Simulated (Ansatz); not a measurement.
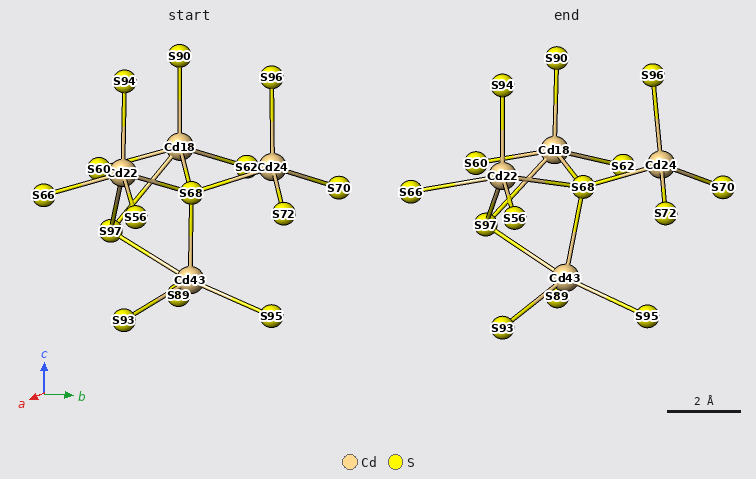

The structure of a defect cell of composition Cd48S49 (cell charge −1) before (left) and after (right) a relaxation, at one scale.

Style: ball-and-stick. Shown: the atoms within 4.2 Å of the atom that moves most (axes of the cell of the calculation (origin shifted)), slightly off an axis.

The atoms of the start lie slightly off their symmetric places, so part of the fall in energy undoes that.

Method: Ansatz, DFT, PBEsol, PAW, plane waves. Settings: plane-wave cutoff 420 eV; k-point mesh 1 × 1 × 1; mesh shifted by (0.25, 0.25, 0.25); collinear spin; atoms relaxed in a fixed cell; force threshold 0.03 eV/Å; at most 80 steps.

### What changed between the two?

S68 moves most: 0.42 Å roughly along [−1 3 2]. By element the largest moves are S 0.42 Å, Cd 0.34 Å. The lattice vectors keep their values. Near-neighbour distances that change, for instance: Cd22–S97 3.140 → 2.676 Å, S60–S97 2.741 → 3.091 Å, S68–S97 2.680 → 3.022 Å, Cd22–S66 2.481 → 2.650 Å. Among the angles between lasting bonds that change: S66–Cd22–S68 109.8° → 131.3°, S60–Cd18–S68 109.5° → 130.3°, Cd22–S68–Cd43 108.6° → 92.8°. The energy falls by 1.488 eV per cell of the calculation in 7 geometry steps. Largest force component: 1.5 eV/Å at the start, 0.018 eV/Å at the end.

Limits of the set-up: the cell is charged, on a uniform background, and energies carry no finite-size correction.
